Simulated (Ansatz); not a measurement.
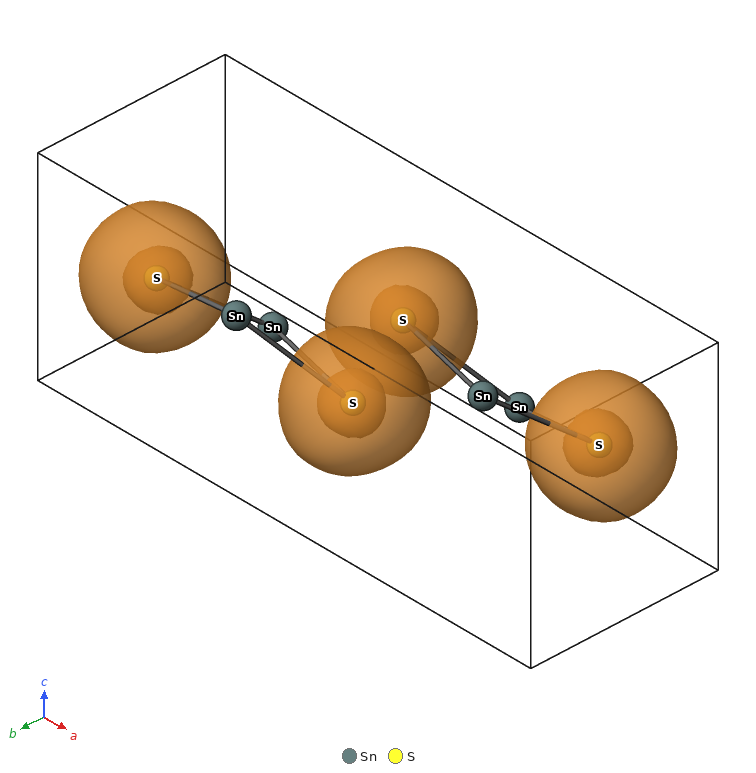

Figure. SnS. Isosurface of the ELF at 0.7 (orange), seen at an oblique angle. Only the valence region is drawn (cores and ρ < 0.01 e/Å³ removed). Sticks mark near contacts.

Space group Pnma; a structure from a database of computed crystals, not necessarily the ambient phase.

Method: DFT LDA, scalar-relativistic, plane waves, PAW (Ansatz).

Core electrons are frozen (PAW), and the valence fields are smoothed inside the atomic spheres.

```
Sn S
1.0
    10.97232    0.00000    0.00000
     0.00000    3.95259    0.00000
     0.00000    0.00000    4.18624
Sn S
4 4
Direct
  0.61782 0.25000 0.39005
  0.38218 0.75000 0.60995
  0.88218 0.75000 0.89005
  0.11782 0.25000 0.10995
  0.35406 0.25000 0.02657
  0.64594 0.75000 0.97343
  0.14594 0.75000 0.52657
  0.85406 0.25000 0.47343
```

**Identify the bonds, lone pairs and shells in this picture.**

At this value the surface marks out four regions wrapped around S (the valence shell of each), counted in one cell of 8 atoms. Any copies at cell faces, edges or corners count once.

Values along the shortest contacts:
Sn–S (2.62 Å): the ELF peaks at about 0.85 in the valence shell of S, 0.9 Å from its nucleus, and is about 0.50 at the midpoint.

**Does the calculation give a band gap?**

It is gapped, with a Kohn–Sham gap of 0.66 eV on the k-point mesh, an upper bound to the gap of this method.
